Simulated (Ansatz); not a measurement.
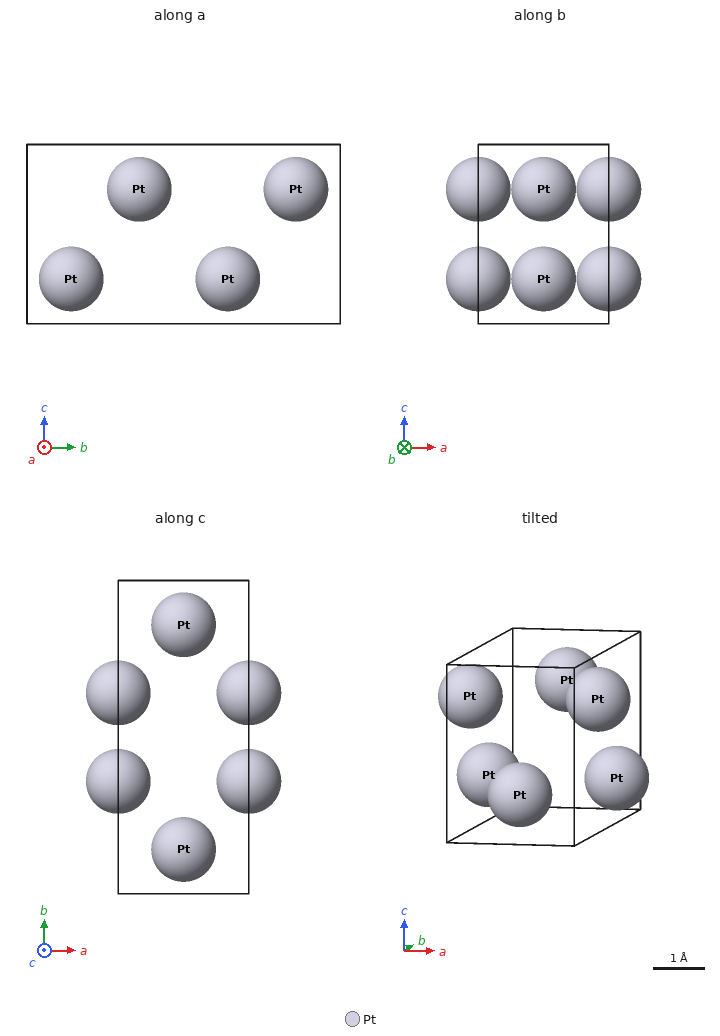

We look at a spheres-only model of the crystal along the a axis, along the b axis, along the c axis and slightly off an axis. Atoms at the boundary of the conventional unit cell (the box) are drawn once for each face, edge or corner they touch.

Lattice parameters: a = 2.6002 Å, b = 6.2347 Å, c = 3.5703 Å, α = 90.000°, β = 90.000°, γ = 90.000°.

### Give the structure in the form of a CIF with its space group and independent sites, with free fractional coordinates to two decimals.

```cif
data_structure
_symmetry_space_group_name_H-M 'C m c m'
_symmetry_Int_Tables_number 63
_cell_length_a 2.6002
_cell_length_b 6.2347
_cell_length_c 3.5703
_cell_angle_alpha 90.000
_cell_angle_beta 90.000
_cell_angle_gamma 90.000
_cell_volume 57.88
loop_
_atom_site_label
_atom_site_type_symbol
_atom_site_symmetry_multiplicity
_atom_site_Wyckoff_symbol
_atom_site_fract_x
_atom_site_fract_y
_atom_site_fract_z
_atom_site_occupancy
Pt1 Pt 4 c 0.50 0.14 0.25 1
```

The initial geometry was a structure type filled with this element by a generator (whether the element takes this form wasn't checked). Earlier steps of the study may have refined or changed the cell and positions. A calculation with Ansatz used it as input.

At this level of theory the cell isn't at rest (compressed, at 28 GPa), so its distances can differ from those at equilibrium, the more so the softer the solid.
